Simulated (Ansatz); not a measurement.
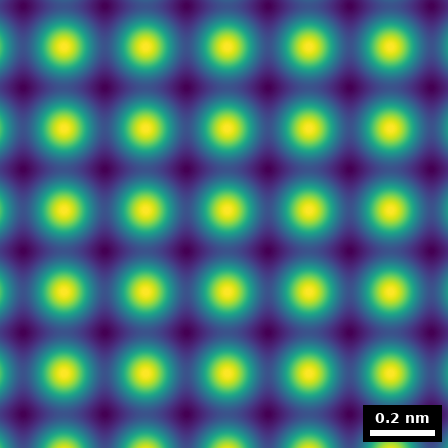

An image along [001] of one of the structures below (computed or model cells, partly hypothetical, each in its standard cell). Simulation: incoherent imaging, intensity Z^1.7 per atom, probe width 1.30 Å, thin sample. The probe carries 15 % of its weight in a tail 2.5 times as wide. The display is stretched by a gamma of 0.65; percentages refer to the linear signal.

A. Rh
Space group P6/mmm (No. 191). a = 4.300 Å, b = 4.300 Å, c = 2.639 Å, α = 90.00°, β = 90.00°, γ = 120.00°
```csv
atom,site,symmetry,x,y,z
Rh,1a,6/mmm,0.0000,0.0000,0.0000
Rh,2d,-6m2,0.3333,0.6667,0.5000
```

B. Co
Space group P6/mmm (No. 191). a = 3.855 Å, b = 3.855 Å, c = 2.361 Å, α = 90.00°, β = 90.00°, γ = 120.00°
```csv
atom,site,symmetry,x,y,z
Co,1a,6/mmm,0.0000,0.0000,0.0000
Co,2d,-6m2,0.3333,0.6667,0.5000
```

C. Rh
Space group Pm-3m (No. 221). a = 2.551 Å, b = 2.551 Å, c = 2.551 Å, α = 90.00°, β = 90.00°, γ = 90.00°
```tsv
atom	site	symmetry	x	y	z
Rh	1a	m-3m	0.0000	0.0000	0.0000
```

D. Rh
Space group Fm-3m (No. 225). a = 3.800 Å, b = 3.800 Å, c = 3.800 Å, α = 90.00°, β = 90.00°, γ = 90.00°
```
atom  site  symmetry       x       y       z
  Rh    4a      m-3m  0.0000  0.0000  0.0000
```

Question: Which structure was imaged?

Answer: C, Rh. Along [001] the projected cells are A 2.48 × 2.48 Å, 120°; B 2.23 × 2.23 Å, 120°; C 2.55 × 2.55 Å, 90°; D 1.90 × 1.90 Å, 90°. The image repeats as C does.

Structure C: a calculation's starting geometry; the starting structure was generated, so it need not be a known form of this composition.
